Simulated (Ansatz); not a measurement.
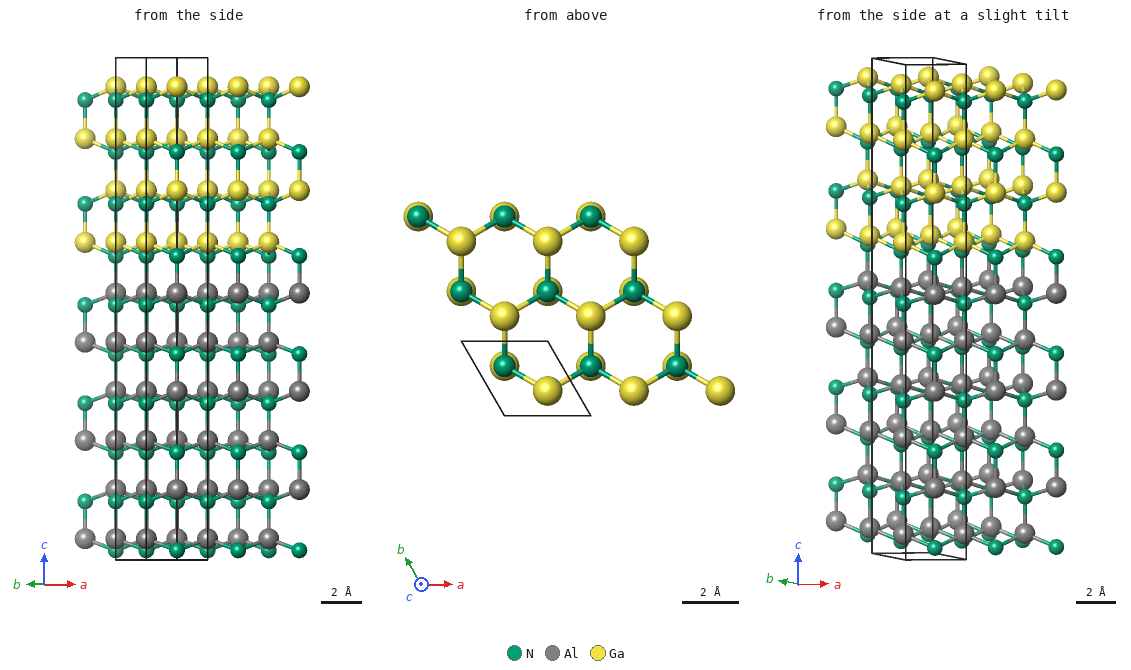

A ball-and-stick picture of a periodic stack of two materials, seen from the side, from above and from the side at a slight tilt; the box is the simulation cell in a reduced setting, and 3×3 cells are drawn in the plane (a layer on the cell's face shows at both ends).

Which crystals and which planes make up the interface?

Answer. AlN (0 0 1) (P6_3mc, 12 atoms) and GaN (0 0 1) (P6_3mc, 8 atoms).

Give the in-plane cell and the period of the stack.

Answer. The in-plane vectors are 3.13 and 3.13 Å long, those of AlN, to which GaN is strained; the stack repeats after 25.7 Å.

The atoms and the stacking vector were relaxed with Ansatz 0.2.0, DFT PBE, scalar-relativistic, plane waves, PAW, the in-plane cell held. The two parents, named as they started, are listed structures, not always the stable forms, and thin layers can change their stacking on relaxation.
